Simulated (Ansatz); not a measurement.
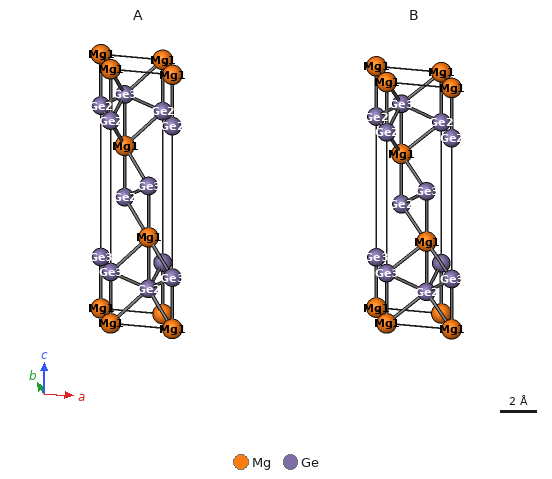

Two geometries of a crystal of MgGe₂ (a generated structure, set up in R-3m) (coarse preliminary run), drawn at one scale. One is the start of a relaxation, the other its converged end. The picture is a ball-and-stick view of the conventional cell (3 times the calculation's cell), seen from a free direction. Lengths and directions refer to the drawn axes.

All numbers below come from DFT PBE, scalar-relativistic, plane waves, PAW (Ansatz 0.2.0). Set-up: plane-wave cutoff 420 eV; k-point mesh 6 × 6 × 6; occupations gaussian; smearing width 0.1 eV; no spin polarisation; cell and atoms relaxed; force threshold 0.05 eV/Å; at most 60 steps.

> Which one is relaxed?

Structure B is the relaxed one. Case: Ca → Mg on all its sites, cell and atoms relaxed. The largest moves relative to the cell, 0.085 Å, are those of Ge2 and Ge3. Ge2 goes along −c. Mg stays in place. The volume changes by +5.2 %, with a = b 3.782 → 3.982 Å (+5.3 %), c 14.879 → 14.125 Å (−5.1 %). Some distances before and after: Ge2–Ge3 2.426 → 2.581 Å, Mg1–Ge2 3.008 → 2.941 Å, Mg1–Ge2 (another image) 2.929 → 2.900 Å. The space group stays R-3m (No. 166). After 3 accepted moves (4 points after the start) the energy has fallen by 60.0 meV per atom. The largest force component goes from 0.96 to 0.049 eV/Å. Pressure: 5.06 GPa at the start and 0.19 GPa at the end. The SCF was repeated once at an unchanged geometry on a basis and grid sized afresh for the cell, which shifted the energy by 0.3 meV per atom at most. The run took about 12 core-seconds on a shared host.
